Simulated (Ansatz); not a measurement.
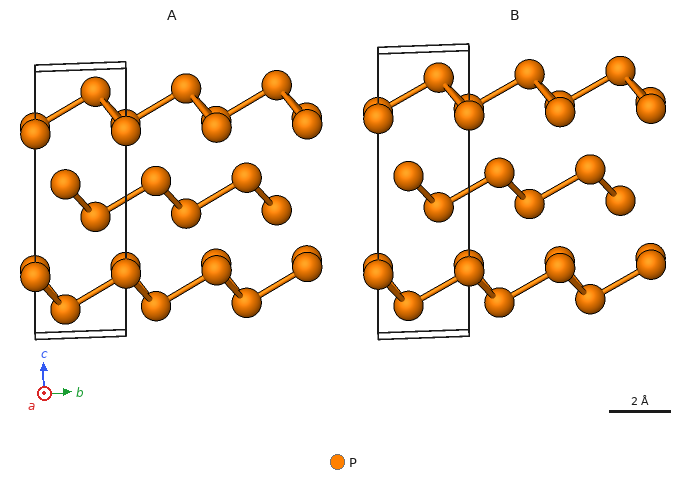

Two geometries of crystalline P (set up in R-3m), drawn at one scale. One is the start of a relaxation, the other its converged end. Style: ball-and-stick. Shown: the conventional cell (3 times the calculation's cell), repeated 1 × 3 × 1 with one cell outlined, from a free direction. Lengths and directions refer to the drawn axes.

Method: DFT PBEsol, scalar-relativistic, plane waves, PAW in Ansatz. (plane-wave cutoff 420 eV; k-point mesh 15 × 15 × 15; occupations gaussian; smearing width 0.1 eV; no spin polarisation; cell and atoms relaxed; force threshold 0.005 eV/Å; at most 80 steps)

Q: Which of the two is the end point?

A: Structure A is the relaxed one. The largest moves relative to the cell, 0.057 Å, are those of P atoms. The drawn cell changes as follows: a = b 3.451 → 3.441 Å (−0.3 %), c 9.389 → 8.804 Å (−6.2 %); the volume changes by −6.8 %. Among the contacts that change: P–P 2.293 → 2.310 Å. The space group stays R-3m (No. 166). The energy falls by 38.9 meV per cell of the calculation in 5 accepted moves (7 points after the start). The largest force component goes from 0.33 to 0.00044 eV/Å. Pressure: −1.74 GPa at the start and −0.02 GPa at the end. The line search rejected the trial step at point 2 of the run. The SCF was repeated once at an unchanged geometry on a basis and grid sized afresh for the cell, which shifted the energy by 0.3 meV per cell of the calculation at most.
